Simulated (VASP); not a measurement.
Band-structure calculation of CdTe

CdTe (2 atoms in the cell), computed with DFT, PBE, plane waves, PAW (VASP 6.6.1).

The structure was built on a prototype by a generator. The geometry comes from this level: r2SCAN.

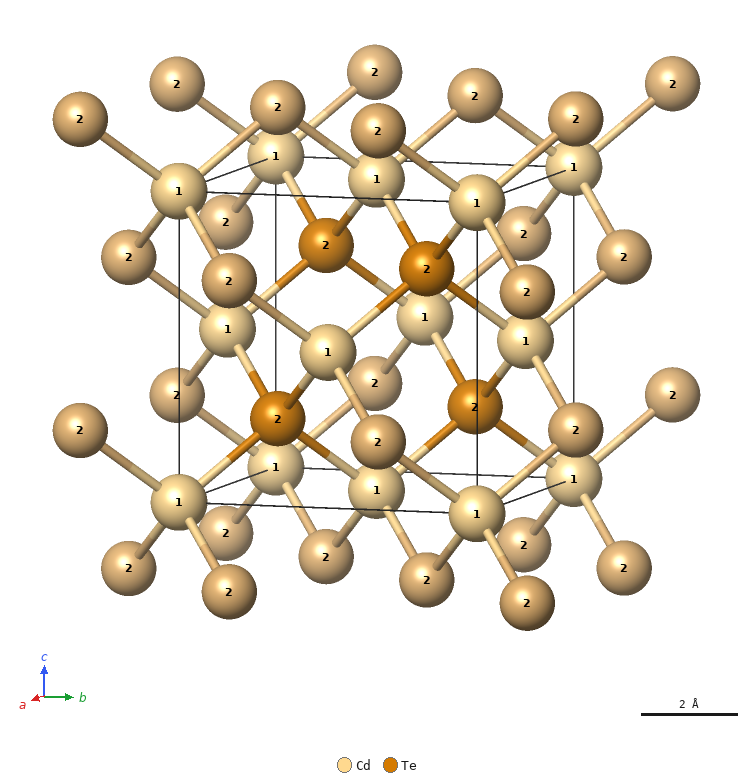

**Figure 1.** The structure as given in the input (ball-and-stick view of the cell 4 times as large as that of the calculation, set on its symmetry axes, seen slightly off an axis; neighbours outside the cell are drawn fainter; atoms are numbered from 1 in the order of the input). Near neighbours in the crystal (not all of them lie inside the picture): Cd has 4 Te at 2.84 Å; Te has 4 Cd at 2.84 Å.

## INCAR
```
ENCUT = 520.000000
SIGMA = 0.020000
EDIFF = 1.00e-07
GGA = PE
PREC = Accurate
IBRION = -1
ISIF = 2
ISMEAR = -1
NBANDS = 16
NELM = 120
NSW = 0
LASPH = .TRUE.
LCHARG = .TRUE.
LELF = .TRUE.
LWAVE = .FALSE.
LREAL = .FALSE.
```

## KPOINTS
```
KPOINTS created by Atomic Simulation Environment
0
Gamma
6 6 6
0 0 0
```

## KPOINTS_OPT
```
special points
6
Reciprocal
0.0000000000 0.0000000000 0.0000000000 1
0.5000000000 0.0000000000 0.5000000000 1
0.5000000000 0.2500000000 0.7500000000 1
0.3750000000 0.3750000000 0.7500000000 1
0.5000000000 0.5000000000 0.5000000000 1
0.6250000000 0.2500000000 0.6250000000 1
```

## POSCAR
```
Cd Te
 1.0000000000000000
     0.0000000000000000    3.2799551176437878    3.2799551176437878
     3.2799551176437878    0.0000000000000000    3.2799551176437878
     3.2799551176437878    3.2799551176437878    0.0000000000000000
 Cd  Te
   1   1
Cartesian
  0.0000000000000000  0.0000000000000000  0.0000000000000000
  1.6399775588218934  1.6399775588218934  1.6399775588218934
```

Machine: 1 CPU thread, shared host.

Run as:
```bash
mpirun -np 1 vasp_std
```

## OSZICAR
```
N       E                     dE             d eps       ncg     rms          rms(c)
DAV:   1     0.993998465304E+02    0.99400E+02   -0.83171E+03   520   0.972E+02
DAV:   2    -0.150839202000E+01   -0.10091E+03   -0.96214E+02   592   0.235E+02
DAV:   3    -0.500163088216E+01   -0.34932E+01   -0.34883E+01   640   0.459E+01
DAV:   4    -0.503327542580E+01   -0.31645E-01   -0.31644E-01   736   0.377E+00
DAV:   5    -0.503334944645E+01   -0.74021E-04   -0.74021E-04   672   0.178E-01    0.520E+00
DAV:   6    -0.481385716670E+01    0.21949E+00   -0.37352E-01   600   0.713E+00    0.431E+00
DAV:   7    -0.479840374790E+01    0.15453E-01   -0.10344E-01   568   0.207E+00    0.168E+00
DAV:   8    -0.479937617058E+01   -0.97242E-03   -0.10326E-02   576   0.114E+00    0.452E-01
DAV:   9    -0.479971599647E+01   -0.33983E-03   -0.94845E-04   592   0.314E-01    0.102E-01
DAV:  10    -0.479977632684E+01   -0.60330E-04   -0.11052E-04   632   0.996E-02    0.548E-02
DAV:  11    -0.479981704511E+01   -0.40718E-04   -0.80546E-05   584   0.550E-02    0.373E-02
DAV:  12    -0.479981618480E+01    0.86031E-06   -0.30610E-06   640   0.133E-02    0.224E-02
DAV:  13    -0.479981597328E+01    0.21152E-06   -0.61201E-07   616   0.364E-03    0.131E-02
DAV:  14    -0.479981606878E+01   -0.95500E-07   -0.95355E-07   576   0.541E-03
   1 F= -.47998161E+01 E0= -.47998161E+01  d E =-.772421E-09
       N       E                     dE             ncg
DAV:   1     0.472529203868E+03   -0.25148E+04      192
DAV:   2    -0.134139523702E+03   -0.60667E+03      224
DAV:   3    -0.156331073741E+03   -0.22192E+02      248
DAV:   4    -0.156520727557E+03   -0.18965E+00      296
DAV:   5    -0.156521155208E+03   -0.42765E-03      256
DAV:   6    -0.156521162431E+03   -0.72231E-05      288
DAV:   7    -0.156521162514E+03   -0.83295E-07      224
```

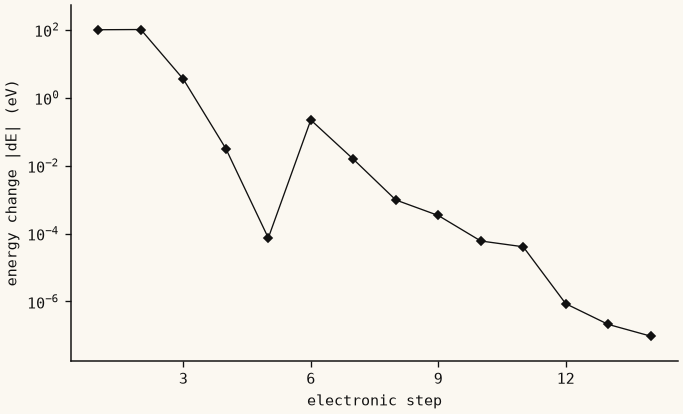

**Figure 2.** Convergence of the self-consistent field: energy change |dE| against the electronic step. It takes 14 electronic steps. The density is held fixed in the first few steps, and dE rises again when its update begins.

## Parts of OUTCAR
```
k-points           NKPTS =     16   k-points in BZ     NKDIM =     16   number of bands    NBANDS=     16

   NELECT =      18.0000    total number of electrons

   dimension x,y,z NGX =    36 NGY =   36 NGZ =   36
   dimension x,y,z NGXF=    72 NGYF=   72 NGZF=   72

  energy-cutoff  :      520.00
  volume of cell :       70.57
      direct lattice vectors                 reciprocal lattice vectors
     0.000000000  3.279955118  3.279955118    -0.152441110  0.152441110  0.152441110
     3.279955118  0.000000000  3.279955118     0.152441110 -0.152441110  0.152441110
     3.279955118  3.279955118  0.000000000     0.152441110  0.152441110 -0.152441110

 k-points in reciprocal lattice and weights: KPOINTS created by Atomic Simulation Env
   0.00000000  0.00000000  0.00000000       0.005
   0.16666667  0.00000000  0.00000000       0.037
   0.33333333  0.00000000  0.00000000       0.037
   0.50000000  0.00000000  0.00000000       0.019
   0.16666667  0.16666667  0.00000000       0.028
   0.33333333  0.16666667  0.00000000       0.111
   0.50000000  0.16666667  0.00000000       0.111
  -0.33333333  0.16666667  0.00000000       0.111
  -0.16666667  0.16666667  0.00000000       0.056
   0.33333333  0.33333333  0.00000000       0.028
   0.50000000  0.33333333  0.00000000       0.111
  -0.33333333  0.33333333  0.00000000       0.056
   0.50000000  0.50000000  0.00000000       0.014
   0.50000000  0.33333333  0.16666667       0.111
  -0.33333333  0.33333333  0.16666667       0.111
  -0.33333333  0.50000000  0.16666667       0.056

 E-fermi :   2.3688

 k-point     1 :       0.0000    0.0000    0.0000
  band No.  band energies     occupation
      1      -8.9440      2.00000
      2      -6.1450      2.00000
      3      -6.1450      2.00000
      4      -6.1450      2.00000
      5      -5.9108      2.00000
      6      -5.9108      2.00000
      7       2.0273      2.00000
      8       2.0273      2.00000
      9       2.0273      2.00000
     10       2.6870      0.00000
     11       6.6500      0.00000
     12       6.6500      0.00000
     13       6.6500      0.00000
     14       9.4405      0.00000
     15      11.3192      0.00000
     16      11.3192      0.00000

 k-point     2 :       0.1667    0.0000    0.0000
  band No.  band energies     occupation
      1      -8.8525      2.00000
      2      -6.1282      2.00000
      3      -6.1282      2.00000
      4      -6.0651      2.00000
      5      -5.9117      2.00000
      6      -5.9117      2.00000
      7       0.3346      2.00000
      8       1.8160      2.00000
      9       1.8160      2.00000
     10       3.7960      0.00000
     11       6.7367      0.00000
     12       6.9719      0.00000
     13       6.9719      0.00000
     14      10.4274      0.00000
     15      10.4830      0.00000
     16      10.4830      0.00000

 k-point     3 :       0.3333    0.0000    0.0000
  band No.  band energies     occupation
      1      -8.6702      2.00000
      2      -6.0994      2.00000
      3      -6.0994      2.00000
      4      -5.9081      2.00000
      5      -5.9081      2.00000
      6      -5.8066      2.00000
      7      -1.4125      2.00000
      8       1.4598      2.00000
      9       1.4598      2.00000
     10       3.9085      0.00000
     11       7.2538      0.00000
     12       7.2538      0.00000
     13       8.1944      0.00000
     14      10.1005      0.00000
     15      10.8672      0.00000
     16      10.8672      0.00000

 k-point     4 :       0.5000    0.0000    0.0000
  band No.  band energies     occupation
      1      -8.5812      2.00000
      2      -6.0881      2.00000
      3      -6.0881      2.00000
      4      -5.9026      2.00000
      5      -5.9026      2.00000
      6      -5.5864      2.00000
      7      -2.1957      2.00000
      8       1.3044      2.00000
      9       1.3044      2.00000
     10       3.8080      0.00000
     11       7.2262      0.00000
     12       7.2262      0.00000
     13       9.0749      0.00000
     14      10.5501      0.00000
     15      12.2468      0.00000
     16      12.2468      0.00000

 k-point     5 :       0.1667    0.1667    0.0000
  band No.  band energies     occupation
      1      -8.8224      2.00000
      2      -6.1112      2.00000
      3      -6.1112      2.00000
      4      -6.0642      2.00000
      5      -5.9176      2.00000
      6      -5.9039      2.00000
      7       0.3130      2.00000
      8       1.4660      2.00000
      9       1.4660      2.00000
     10       4.4020      0.00000
     11       5.7900      0.00000
     12       7.5511      0.00000
     13       7.5511      0.00000
     14       9.2269      0.00000
     15      11.1336      0.00000
     16      11.5583      0.00000

 k-point     6 :       0.3333    0.1667    0.0000
  band No.  band energies     occupation
      1      -8.6715      2.00000
      2      -6.0883      2.00000
      3      -6.0786      2.00000
      4      -5.9521      2.00000
      5      -5.8986      2.00000
      6      -5.8323      2.00000
      7      -0.9958      2.00000
      8       0.9744      2.00000
      9       1.0831      2.00000
     10       4.8163      0.00000
     11       6.0827      0.00000
     12       7.7517      0.00000
     13       8.1037      0.00000
     14       9.8440      0.00000
     15      11.7160      0.00000
     16      11.7571      0.00000

 k-point     7 :       0.5000    0.1667    0.0000
  band No.  band energies     occupation
      1      -8.5541      2.00000
      2      -6.0750      2.00000
      3      -6.0647      2.00000
      4      -5.9244      2.00000
      5      -5.8999      2.00000
      6      -5.5623      2.00000
      7      -2.0038      2.00000
      8       0.4751      2.00000
      9       1.0049      2.00000
     10       4.7468      0.00000
     11       6.7426      0.00000
     12       7.9442      0.00000
     13       8.5519      0.00000
     14      10.7832      0.00000
     15      11.9578      0.00000
     16      12.3284      0.00000

 k-point     8 :      -0.3333    0.1667    0.0000
  band No.  band energies     occupation
      1      -8.5830      2.00000
      2      -6.0774      2.00000
      3      -6.0760      2.00000
      4      -5.9135      2.00000
      5      -5.9121      2.00000
      6      -5.6356      2.00000
      7      -1.7601      2.00000
      8       0.3511      2.00000
      9       1.2828      2.00000
     10       4.7863      0.00000
     11       6.9990      0.00000
     12       7.6483      0.00000
     13       8.3005      0.00000
     14      10.4731      0.00000
     15      11.1529      0.00000
     16      12.2988      0.00000

 k-point     9 :      -0.1667    0.1667    0.0000
  band No.  band energies     occupation
      1      -8.7312      2.00000
      2      -6.1092      2.00000
      3      -6.0960      2.00000
      4      -5.9471      2.00000
      5      -5.9191      2.00000
      6      -5.8866      2.00000
      7      -0.6085      2.00000
      8       0.8620      2.00000
      9       1.7025      2.00000
     10       4.5937      0.00000
     11       6.7198      0.00000
     12       7.1944      0.00000
     13       7.5223      0.00000
     14       9.7573      0.00000
     15      10.9480      0.00000
     16      11.7171      0.00000

 k-point    10 :       0.3333    0.3333    0.0000
  band No.  band energies     occupation
      1      -8.5839      2.00000
      2      -6.0384      2.00000
      3      -6.0384      2.00000
      4      -5.9872      2.00000
      5      -5.8900      2.00000
      6      -5.7242      2.00000
      7      -1.3398      2.00000
      8       0.6284      2.00000
      9       0.6284      2.00000
     10       4.7839      0.00000
     11       5.1899      0.00000
     12       9.2799      0.00000
     13       9.4285      0.00000
     14       9.4285      0.00000
     15      12.2186      0.00000
     16      13.8520      0.00000

 k-point    11 :       0.5000    0.3333    0.0000
  band No.  band energies     occupation
      1      -8.4989      2.00000
      2      -6.0356      2.00000
      3      -6.0195      2.00000
      4      -5.9677      2.00000
      5      -5.8908      2.00000
      6      -5.5007      2.00000
      7      -1.9156      2.00000
      8       0.0076      2.00000
      9       0.5025      2.00000
     10       4.8744      0.00000
     11       5.7295      0.00000
     12       8.9323      0.00000
     13       9.6303      0.00000
     14      10.9568      0.00000
     15      12.6091      0.00000
     16      13.3225      0.00000

 k-point    12 :      -0.3333    0.3333    0.0000
  band No.  band energies     occupation
      1      -8.4992      2.00000
      2      -6.0532      2.00000
      3      -6.0366      2.00000
      4      -5.9344      2.00000
      5      -5.9060      2.00000
      6      -5.4484      2.00000
      7      -1.9413      2.00000
      8      -0.4233      2.00000
      9       0.7924      2.00000
     10       5.0678      0.00000
     11       7.0731      0.00000
     12       8.8091      0.00000
     13       8.9460      0.00000
     14       9.4595      0.00000
     15      10.9840      0.00000
     16      14.1212      0.00000

 k-point    13 :       0.5000    0.5000    0.0000
  band No.  band energies     occupation
      1      -8.4708      2.00000
      2      -6.0003      2.00000
      3      -5.9989      2.00000
      4      -5.9989      2.00000
      5      -5.8831      2.00000
      6      -5.4588      2.00000
      7      -2.1087      2.00000
      8       0.2833      2.00000
      9       0.2833      2.00000
     10       4.6990      0.00000
     11       4.7116      0.00000
     12      10.6755      0.00000
     13      10.9723      0.00000
     14      10.9723      0.00000
     15      12.7735      0.00000
     16      13.4673      0.00000

 k-point    14 :       0.5000    0.3333    0.1667
  band No.  band energies     occupation
      1      -8.5552      2.00000
      2      -6.0593      2.00000
      3      -6.0519      2.00000
      4      -5.9461      2.00000
      5      -5.8991      2.00000
      6      -5.6127      2.00000
      7      -1.6184      2.00000
      8       0.0863      2.00000
      9       0.7985      2.00000
     10       5.4874      0.00000
     11       6.1962      0.00000
     12       7.3582      0.00000
     13       9.3275      0.00000
     14      10.1522      0.00000
     15      12.1905      0.00000
     16      13.2834      0.00000

 k-point    15 :      -0.3333    0.3333    0.1667
  band No.  band energies     occupation
      1      -8.4992      2.00000
      2      -6.0520      2.00000
      3      -6.0390      2.00000
      4      -5.9319      2.00000
      5      -5.9074      2.00000
      6      -5.4479      2.00000
      7      -1.9733      2.00000
      8      -0.2147      2.00000
      9       0.5346      2.00000
     10       5.6390      0.00000
     11       6.6862      0.00000
     12       7.7235      0.00000
     13       9.2865      0.00000
     14       9.8737      0.00000
     15      12.4087      0.00000
     16      13.0767      0.00000

 k-point    16 :      -0.3333    0.5000    0.1667
  band No.  band energies     occupation
      1      -8.4719      2.00000
      2      -6.0270      2.00000
      3      -6.0254      2.00000
      4      -5.9526      2.00000
      5      -5.8987      2.00000
      6      -5.4050      2.00000
      7      -2.0214      2.00000
      8      -0.0509      2.00000
      9       0.0493      2.00000
     10       5.6703      0.00000
     11       5.8498      0.00000
     12       8.6415      0.00000
     13       8.9483      0.00000
     14      11.4200      0.00000
     15      12.9448      0.00000
     16      13.2706      0.00000

  Total        0.4946020      0.4946020      0.4946020     -0.0000000     -0.0000000      0.0000000
  in kB       11.2287853     11.2287853     11.2287853     -0.0000000     -0.0000000      0.0000000
  external PRESSURE =      11.2287853 kB  Pullay stress =       0.0000000 kB

 POSITION                                       TOTAL-FORCE (eV/Angst)
 -----------------------------------------------------------------------------------
      0.00000      0.00000      0.00000         0.000000      0.000000      0.000000
      1.63998      1.63998      1.63998        -0.000000     -0.000000     -0.000000
 -----------------------------------------------------------------------------------
    total drift:                               -0.000000     -0.000000     -0.000000

  FREE ENERGIE OF THE ION-ELECTRON SYSTEM (eV)
  ---------------------------------------------------
  free  energy   TOTEN  =        -4.7998160688 eV

  energy  without entropy=       -4.7998160680  energy(sigma->0) =       -4.79981607
```

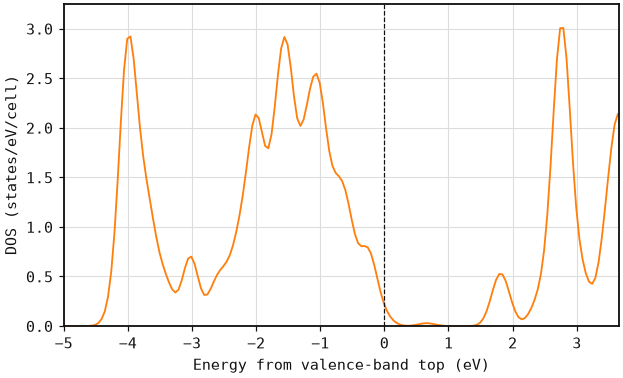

**Figure 3.** Density of states (the curve is built from the levels of the k mesh with Gaussians 0.3 eV wide, which also blur the band edges), with energies from the valence-band top. There is a gap of 0.66 eV on the k-point mesh. Small ripples come from the finite k-point mesh.

## Results in brief

```tsv
quantity	value
outcome	converged
space group (tolerance 0.01 Å)	F-43m (216)
electrons treated	18
free energy	−4.7998 eV
Fermi energy	2.369 eV
band gap	0.66 eV
pressure	1.12 GPa
largest force (length of the vector)	under 0.001 eV/Å
wall time	10 s
peak memory	0.22 GiB
```

## Notes

Spin-orbit coupling is left out, which matters for Te.
